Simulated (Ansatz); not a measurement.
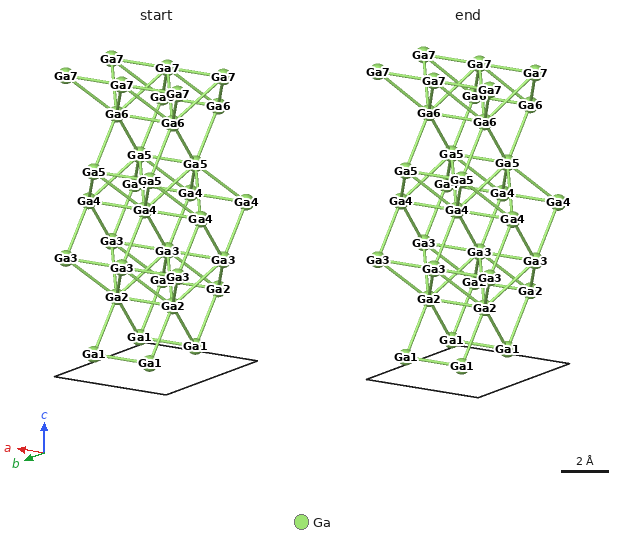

The structure of a slab of composition Ga (cut from the C2/c phase) before (left) and after (right) a relaxation, at one scale.

The picture is a ball-and-stick view of the 2 × 2 repeat of the cell, outlined in the plane, without the vacuum, seen from a free direction.

Case: (0 1 0) slab, atoms relaxed. The slab is the (0 1 0) face of Ga.

These are results of DFT PBE, scalar-relativistic, plane waves, PAW in Ansatz 0.2.0, not measurements.

The input:
```yaml
crystal:
  lattice:
    - [2.8080461713, 0.0, 0.0]
    - [0.1776514392, 3.3860583513, 0.0]
    - [0.0, 0.0, 27.0893463968]
  atoms:
    - { symbol: Ga, position: [0.5, 0.75, 0.2768616079] }
    - { symbol: Ga, position: [0.5, 0.25, 0.3566261634] }
    - { symbol: Ga, position: [0.0, 0.75, 0.425620536] }
    - { symbol: Ga, position: [0.0, 0.25, 0.5053850915] }
    - { symbol: Ga, position: [0.5, 0.75, 0.574379464] }
    - { symbol: Ga, position: [0.5, 0.25, 0.6541440196] }
    - { symbol: Ga, position: [0.0, 0.75, 0.7231383921] }
basis:
  ecutwfc: 420
kpoints:
  mp_grid: { grid: [12, 10, 1] }
hamiltonian:
  xc: pbe
scf:
  occupations: { method: gaussian, width: 0.1 }
output:
  forces: true
  eigenvalues: true
relax:
  adjacent_minimum: "off"
  f_tol: 0.02
  max_steps: 60
efield:
  axis: 3
  dipole_correction: true
```

### What changed between the two?

After 3 geometry steps the energy has fallen by 17.5 meV per cell of the calculation. The largest force component goes from 0.19 to 0.0023 eV/Å. The largest move relative to the layer's centre is that of Ga7, 0.18 Å along the normal (+c). The cell doesn't change. Near-neighbour distances that change, for instance: Ga6–Ga7 2.844 → 2.924 Å, Ga6–Ga7 (another image) 2.931 → 3.008 Å, Ga4–Ga5 2.844 → 2.881 Å, Ga4–Ga5 (another image) 2.931 → 2.966 Å. Bond angles that change, for instance: Ga6–Ga7–Ga6 97.8° → 94.3°, Ga6–Ga7–Ga6 100.7° → 97.3°, Ga6–Ga7–Ga6 71.9° → 69.7°. The run took about 4 core-minutes on a shared host.
